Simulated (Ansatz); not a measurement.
Geometry relaxation of Ge (part 2 of 2)

The same run, continued: Ge (defect cell, 17 atoms in the cell); DFT PBE-D3(BJ), scalar-relativistic, plane waves, PAW, no spin polarisation (Ansatz 0.2.0); cutoff 420 eV, 2×2×2 k-mesh, Fermi–Dirac smearing of 0.05 eV. It belongs to a series of runs on one base structure; here: start relaxed.

Geometry of the input (Å; fractional positions):
```
0.0000  5.6600  5.6600
5.6600  0.0000  5.6600
5.6600  5.6600  0.0000
Ge 0.0000  0.0000  0.0000
Ge 0.1250  0.1250  0.1250
Ge 0.0000  -0.0000  0.5000
Ge 0.1250  0.1250  0.6250
Ge 0.0000  0.5000  -0.0000
Ge 0.1250  0.6250  0.1250
Ge 0.0000  0.5000  0.5000
Ge 0.1250  0.6250  0.6250
Ge 0.5000  0.0000  -0.0000
Ge 0.6250  0.1250  0.1250
Ge 0.5000  -0.0000  0.5000
Ge 0.6250  0.1250  0.6250
Ge 0.5000  0.5000  -0.0000
Ge 0.6250  0.6250  0.1250
Ge 0.5000  0.5000  0.5000
Ge 0.6250  0.6250  0.6250
Ge 0.7477  0.7434  0.7442
```

## Output, continued
```
  k-point 1: bands = ["-15.7558", "-15.7554", "-15.7498", "-15.7152", "-15.7152", "-15.5599", "-15.5291", "-15.5289", "-15.4759", "-15.4756", "-15.4552", "-15.4543", "-15.4490", "-15.4484", "-15.4429", "-15.4427", "-15.4284", "-15.4283", "-15.4273", "-15.4259", "-15.4257", "-15.4101", "-15.4089", "-15.4048", "-15.4048", "-15.3780", "-15.3776", "-15.3776", "-15.3666", "-15.3659", "-15.3572", "-15.3571", "-15.3567", "-15.3500", "-15.3364", "-15.3361", "-15.3213", "-15.3212", "-15.3151", "-15.3063", "-15.3061", "-15.2781", "-15.2712", "-15.2711", "-15.2610", "-15.2609", "-15.2609", "-15.2557", "-15.2529", "-15.2527", "-15.2382", "-15.2334", "-15.2333", "-15.2131", "-15.2131", "-15.2055", "-15.2053", "-15.2002", "-15.1925", "-15.1924", "-15.1921", "-15.1889", "-15.1690", "-15.1664", "-15.1662", "-15.1616", "-15.1452", "-15.1451", "-15.1329", "-15.1319", "-15.1317", "-15.1265", "-15.1223", "-15.1222", "-15.0873", "-15.0870", "-15.0823", "-15.0696", "-15.0695", "-15.0658", "-15.0658", "-15.0560", "-15.0520", "-15.0462", "-15.0460", "-3.6154", "-2.8656", "-1.6262", "-1.2626", "-1.2580", "-1.1373", "-1.0108", "-1.0077", "0.7487", "1.5161", "1.8185", "1.8202", "1.9109", "1.9116", "2.9091", "4.3079", "4.6350", "4.9031", "4.9050", "5.4177", "5.5177", "5.5185", "6.2581", "6.2591", "6.7704", "6.7721", "6.8549", "6.9853", "7.5070", "8.2323", "8.2334", "8.2850", "8.2855", "8.9377", "9.9138", "10.2966", "10.3270", "10.3282", "10.6108", "10.6116", "11.6692", "11.6698", "11.8585", "12.6438", "12.8675", "12.8680", "13.1891", "13.1910", "13.4419", "13.4432", "13.8158", "13.8494", "13.8503", "14.4515", "14.6941", "14.6972", "14.7013", "14.8247"]
  k-point 2: bands = ["-15.7558", "-15.7554", "-15.7498", "-15.7152", "-15.7152", "-15.5599", "-15.5291", "-15.5289", "-15.4759", "-15.4756", "-15.4552", "-15.4543", "-15.4490", "-15.4484", "-15.4429", "-15.4427", "-15.4284", "-15.4283", "-15.4273", "-15.4259", "-15.4257", "-15.4101", "-15.4089", "-15.4048", "-15.4048", "-15.3780", "-15.3776", "-15.3776", "-15.3666", "-15.3659", "-15.3572", "-15.3571", "-15.3567", "-15.3500", "-15.3364", "-15.3361", "-15.3213", "-15.3212", "-15.3151", "-15.3063", "-15.3061", "-15.2781", "-15.2712", "-15.2711", "-15.2610", "-15.2609", "-15.2609", "-15.2556", "-15.2528", "-15.2527", "-15.2382", "-15.2334", "-15.2333", "-15.2131", "-15.2131", "-15.2055", "-15.2054", "-15.2002", "-15.1925", "-15.1924", "-15.1921", "-15.1889", "-15.1690", "-15.1663", "-15.1662", "-15.1616", "-15.1453", "-15.1451", "-15.1329", "-15.1319", "-15.1317", "-15.1265", "-15.1223", "-15.1222", "-15.0872", "-15.0870", "-15.0824", "-15.0696", "-15.0695", "-15.0658", "-15.0658", "-15.0560", "-15.0520", "-15.0462", "-15.0460", "-3.6155", "-2.8655", "-1.6262", "-1.2625", "-1.2580", "-1.1373", "-1.0106", "-1.0077", "0.7487", "1.5160", "1.8185", "1.8202", "1.9110", "1.9116", "2.9092", "4.3080", "4.6349", "4.9032", "4.9051", "5.4176", "5.5176", "5.5185", "6.2580", "6.2591", "6.7705", "6.7721", "6.8550", "6.9852", "7.5071", "8.2323", "8.2334", "8.2850", "8.2855", "8.9378", "9.9138", "10.2963", "10.3269", "10.3281", "10.6109", "10.6118", "11.6689", "11.6696", "11.8584", "12.6442", "12.8676", "12.8681", "13.1893", "13.1911", "13.4421", "13.4432", "13.8158", "13.8495", "13.8503", "14.4513", "14.6941", "14.6971", "14.7014", "14.8247"]
  k-point 7: bands = ["-15.7554", "-15.7553", "-15.7502", "-15.7152", "-15.7152", "-15.5602", "-15.5290", "-15.5289", "-15.4759", "-15.4759", "-15.4547", "-15.4541", "-15.4487", "-15.4486", "-15.4430", "-15.4429", "-15.4289", "-15.4288", "-15.4266", "-15.4256", "-15.4256", "-15.4096", "-15.4086", "-15.4052", "-15.4052", "-15.3782", "-15.3775", "-15.3775", "-15.3665", "-15.3664", "-15.3577", "-15.3577", "-15.3562", "-15.3502", "-15.3359", "-15.3359", "-15.3213", "-15.3213", "-15.3152", "-15.3063", "-15.3063", "-15.2784", "-15.2710", "-15.2709", "-15.2610", "-15.2607", "-15.2607", "-15.2560", "-15.2528", "-15.2527", "-15.2384", "-15.2332", "-15.2332", "-15.2131", "-15.2131", "-15.2053", "-15.2053", "-15.2001", "-15.1925", "-15.1922", "-15.1922", "-15.1892", "-15.1692", "-15.1664", "-15.1664", "-15.1615", "-15.1452", "-15.1451", "-15.1326", "-15.1319", "-15.1319", "-15.1264", "-15.1223", "-15.1223", "-15.0873", "-15.0872", "-15.0821", "-15.0695", "-15.0695", "-15.0659", "-15.0659", "-15.0560", "-15.0523", "-15.0460", "-15.0459", "-3.6144", "-2.8681", "-1.6270", "-1.2585", "-1.2579", "-1.1358", "-1.0108", "-1.0101", "0.7486", "1.5167", "1.8195", "1.8196", "1.9103", "1.9105", "2.9069", "4.3058", "4.6383", "4.9041", "4.9042", "5.4181", "5.5192", "5.5194", "6.2590", "6.2592", "6.7696", "6.7698", "6.8525", "6.9875", "7.5084", "8.2342", "8.2344", "8.2837", "8.2840", "8.9343", "9.9143", "10.3029", "10.3285", "10.3287", "10.6079", "10.6079", "11.6727", "11.6729", "11.8601", "12.6382", "12.8673", "12.8673", "13.1866", "13.1879", "13.4406", "13.4415", "13.8151", "13.8505", "13.8513", "14.4531", "14.6972", "14.6981", "14.6986", "14.8268"]
--- Relaxed structure (4 steps of the walk, 4 accepted, 0 SCFs on fresh bases) ---
  F+E_penalty+E_count = -73015.16621041 eV   max|allowed force component| = 9.491e-3 eV/Å
  atoms:
    - { symbol: Ge, position: [-6.246056030270278e-5, -0.00011915147785643488, -0.00010911246450808904] }
    - { symbol: Ge, position: [0.12398115184768504, 0.12372085163829324, 0.12377062370795781] }
    - { symbol: Ge, position: [0.005761781024353991, 0.005413851839288281, 0.4940203106403732] }
    - { symbol: Ge, position: [0.12362515432395532, 0.12341571070281515, 0.6281913626422067] }
    - { symbol: Ge, position: [0.005759339530386431, 0.493974196254424, 0.005480285460251838] }
    - { symbol: Ge, position: [0.12361488305912316, 0.6281851288070416, 0.12344579505092268] }
    - { symbol: Ge, position: [0.005663378644967465, 0.49362757900342374, 0.4936502954371145] }
    - { symbol: Ge, position: [0.13230546112162195, 0.622074486438329, 0.6221334902995553] }
    - { symbol: Ge, position: [0.49421483632432145, 0.0054173199461514665, 0.005486574305271691] }
    - { symbol: Ge, position: [0.6282235594507168, 0.12345388350482006, 0.1234944596513396] }
    - { symbol: Ge, position: [0.4938118842032423, 0.005383192830322875, 0.49371209379675784] }
    - { symbol: Ge, position: [0.6223952101929879, 0.13192062154413986, 0.6221519591415021] }
    - { symbol: Ge, position: [0.493798733952287, 0.4936760239970208, 0.005438170566417488] }
    - { symbol: Ge, position: [0.6223895131040106, 0.6220869767940452, 0.13200068615673377] }
    - { symbol: Ge, position: [0.4999239328832903, 0.4995303247073867, 0.4996123707862831] }
    - { symbol: Ge, position: [0.6223892333395323, 0.6221293942860141, 0.6221805701897316] }
    - { symbol: Ge, position: [0.7498687075578202, 0.7494886091843397, 0.7495672646320888] }
```

## Trajectory as extended XYZ (Å, eV, eV/Å), 4 frames, from step=1 to step=4
```
17
Lattice="0.0000 5.6600 5.6600 5.6600 0.0000 5.6600 5.6600 5.6600 0.0000" Properties=species:S:1:pos:R:3:forces:R:3 step=1 energy=-73014.83291
Ge    0.0000    0.0000    0.0000    0.0232   0.0165   0.0178
Ge    1.4150    1.4150    1.4150   -0.1179  -0.1087  -0.1104
Ge    2.8300    2.8300    0.0000   -0.0013  -0.0254   0.7652
Ge    4.2450    4.2450    1.4150    0.1100   0.1201  -0.1694
Ge    2.8300    0.0000    2.8300   -0.0041   0.7751  -0.0236
Ge    4.2450    1.4150    4.2450    0.1121  -0.1697   0.1202
Ge    5.6600    2.8300    2.8300   -1.0630   0.0631   0.0621
Ge    7.0750    4.2450    4.2450   -0.4558   0.5986   0.6038
Ge    0.0000    2.8300    2.8300    0.7266  -0.0135  -0.0090
Ge    1.4150    4.2450    4.2450   -0.1681   0.1116   0.1097
Ge    2.8300    5.6600    2.8300    0.0722  -0.9945   0.0763
Ge    4.2450    7.0750    4.2450    0.5100  -0.3809   0.4905
Ge    2.8300    2.8300    5.6600    0.0695   0.0746  -1.0076
Ge    4.2450    4.2450    7.0750    0.5316   0.5069  -0.3951
Ge    5.6600    5.6600    5.6600   -0.0412  -0.0265  -0.0294
Ge    7.0750    7.0750    7.0750   -1.0353  -1.0766  -1.0685
Ge    8.4199    8.4441    8.4393    0.7314   0.5294   0.5674
17
Lattice="0.0000 5.6600 5.6600 5.6600 0.0000 5.6600 5.6600 5.6600 0.0000" Properties=species:S:1:pos:R:3:forces:R:3 step=2 energy=-73015.15366
Ge    0.0036    0.0023    0.0026   -0.0063  -0.0045  -0.0049
Ge    1.3965    1.3993    1.3988    0.0836   0.0783   0.0793
Ge    2.8279    2.8263    0.0604    0.0159   0.0248   0.0182
Ge    4.2610    4.2623    1.3869   -0.0828  -0.0890   0.1133
Ge    2.8277    0.0612    2.8264    0.0176   0.0170   0.0247
Ge    4.2614    1.3870    4.2625   -0.0842   0.1136  -0.0891
Ge    5.5856    2.8352    2.8350   -0.0161  -0.0169  -0.0153
Ge    7.0563    4.2744    4.2746   -0.0401  -0.0069  -0.0094
Ge    0.0569    2.8273    2.8276    0.0230   0.0180   0.0162
Ge    1.3865    4.2606    4.2603    0.1123  -0.0834  -0.0822
Ge    2.8356    5.5865    2.8363   -0.0176  -0.0135  -0.0241
Ge    4.2713    7.0571    4.2706   -0.0294  -0.0210  -0.0196
Ge    2.8354    2.8362    5.5863   -0.0159  -0.0239  -0.0137
Ge    4.2721    4.2712    7.0569   -0.0279  -0.0156  -0.0245
Ge    5.6504    5.6546    5.6537    0.0172   0.0124   0.0133
Ge    7.0445    7.0412    7.0418   -0.1375  -0.1295  -0.1313
Ge    8.4472    8.4614    8.4587    0.1883   0.1403   0.1491
17
Lattice="0.0000 5.6600 5.6600 5.6600 0.0000 5.6600 5.6600 5.6600 0.0000" Properties=species:S:1:pos:R:3:forces:R:3 step=3 energy=-73015.16306
Ge    0.0048    0.0031    0.0034   -0.0046  -0.0035  -0.0037
Ge    1.4040    1.4059    1.4055    0.0181   0.0148   0.0154
Ge    2.8298    2.8298    0.0615   -0.0038   0.0040   0.0132
Ge    4.2572    4.2579    1.3950   -0.0065  -0.0106   0.0295
Ge    2.8299    0.0621    2.8298   -0.0031   0.0123   0.0032
Ge    4.2576    1.3949    4.2581   -0.0069   0.0293  -0.0103
Ge    5.5862    2.8317    2.8318    0.0129  -0.0206  -0.0207
Ge    7.0518    4.2736    4.2736   -0.0176  -0.0191  -0.0204
Ge    0.0586    2.8298    2.8298    0.0174   0.0010  -0.0005
Ge    1.3952    4.2563    4.2562    0.0304  -0.0088  -0.0080
Ge    2.8319    5.5872    2.8317   -0.0245   0.0087  -0.0243
Ge    4.2691    7.0541    4.2693   -0.0237  -0.0102  -0.0189
Ge    2.8319    2.8317    5.5870   -0.0238  -0.0236   0.0095
Ge    4.2700    4.2702    7.0535   -0.0241  -0.0180  -0.0115
Ge    5.6465    5.6519    5.6508    0.0009   0.0005   0.0005
Ge    7.0377    7.0356    7.0359   -0.0295  -0.0206  -0.0223
Ge    8.4576    8.4685    8.4664    0.0886   0.0646   0.0691
17
Lattice="0.0000 5.6600 5.6600 5.6600 0.0000 5.6600 5.6600 5.6600 0.0000" Properties=species:S:1:pos:R:3:forces:R:3 step=4 energy=-73015.16621
Ge   -0.0013   -0.0010   -0.0010    0.0003  -0.0001   0.0000
Ge    1.4008    1.4023    1.4020    0.0015   0.0003   0.0005
Ge    2.8268    2.8288    0.0633   -0.0047  -0.0061  -0.0012
Ge    4.2541    4.2553    1.3983    0.0023   0.0012   0.0063
Ge    2.8269    0.0636    2.8285   -0.0050  -0.0013  -0.0062
Ge    4.2542    1.3984    4.2552    0.0022   0.0062   0.0013
Ge    5.5880    2.8261    2.8260   -0.0011   0.0079   0.0074
Ge    7.0422    4.2701    4.2698   -0.0040  -0.0026  -0.0027
Ge    0.0617    2.8283    2.8279   -0.0008  -0.0045  -0.0043
Ge    1.3977    4.2547    4.2545    0.0066   0.0018   0.0020
Ge    2.8249    5.5894    2.8254    0.0070   0.0002   0.0089
Ge    4.2681    7.0441    4.2694   -0.0031  -0.0038  -0.0025
Ge    2.8250    2.8257    5.5891    0.0067   0.0091  -0.0001
Ge    4.2681    4.2698    7.0437   -0.0031  -0.0025  -0.0038
Ge    5.6551    5.6574    5.6569    0.0011   0.0005   0.0007
Ge    7.0428    7.0443    7.0440   -0.0090  -0.0095  -0.0094
Ge    8.4847    8.4868    8.4864    0.0032   0.0032   0.0032
```

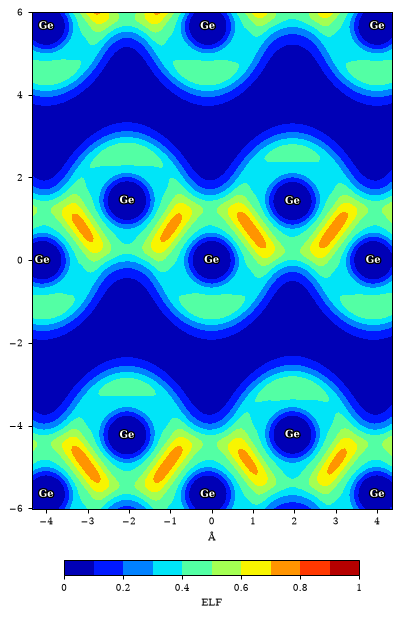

*Electron localisation function on the (11̄0) plane of the calculation cell.*

Core electrons are frozen (PAW), so the fields are smoothed inside the atomic spheres.

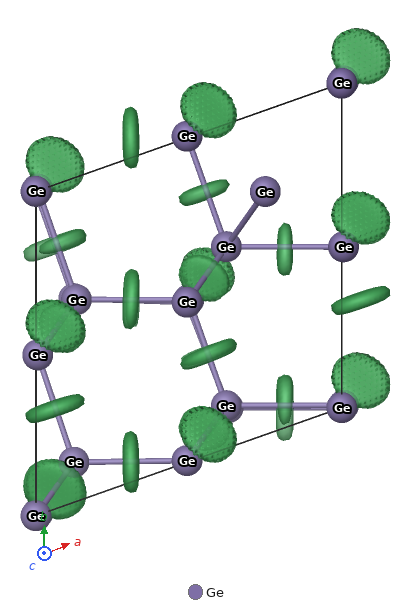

*Isosurface of the electron localisation function at 0.65 (green), seen along the c axis. Only the valence region is drawn (cores and ρ < 0.01 e/Å³ removed). Sticks mark near contacts. The outline is the calculation cell.*

Along the contacts the grid gives the following. Ge–Ge (2.50 Å): the ELF is about 0.50 at the midpoint, which marks nearly free electrons, as in a simple metal.
